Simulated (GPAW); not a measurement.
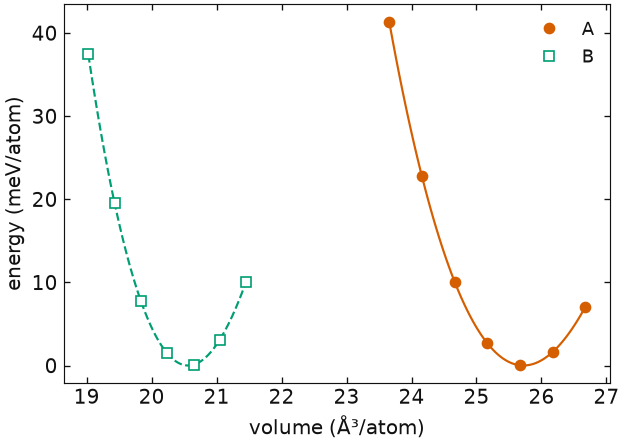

The figure compares two calculations of the energy against volume, each curve from its own zero. The first is for InP, space group F-43m (No. 216).

The cell holds 2 atoms.

Computed with GPAW 26.7.0: PAW DFT in plane waves, on a grid or in atomic orbitals, no spin polarisation; energies at scaled volumes of the given cell, shape and fractions fixed, counted from the fit's minimum, third-order Birch-Murnaghan fit. Level: r2SCAN.

```json
{"setting": "k mesh", "value": "8×8×8"}
{"setting": "occupations", "value": "Fermi–Dirac"}
{"setting": "smearing width", "value": "0.05 eV"}
{"setting": "potentials", "value": "GPAW PAW data sets (gpaw data 1.2.1)"}
{"setting": "wave cutoff", "value": "600 eV"}
{"setting": "program settings", "value": "basis pw"}
```

In the second, In is replaced by Ga on all its sites, which gives GaP in the same structure.

Which of A and B is the second calculation, and what did the change do?

Answer. B. The equilibrium volume falls from 25.72 to 20.56 Å³/atom (−20 %) and the bulk modulus rises from 68.5 to 90.4 GPa (+32 %).

V0 and the bulk modulus come from third-order Birch–Murnaghan fits.
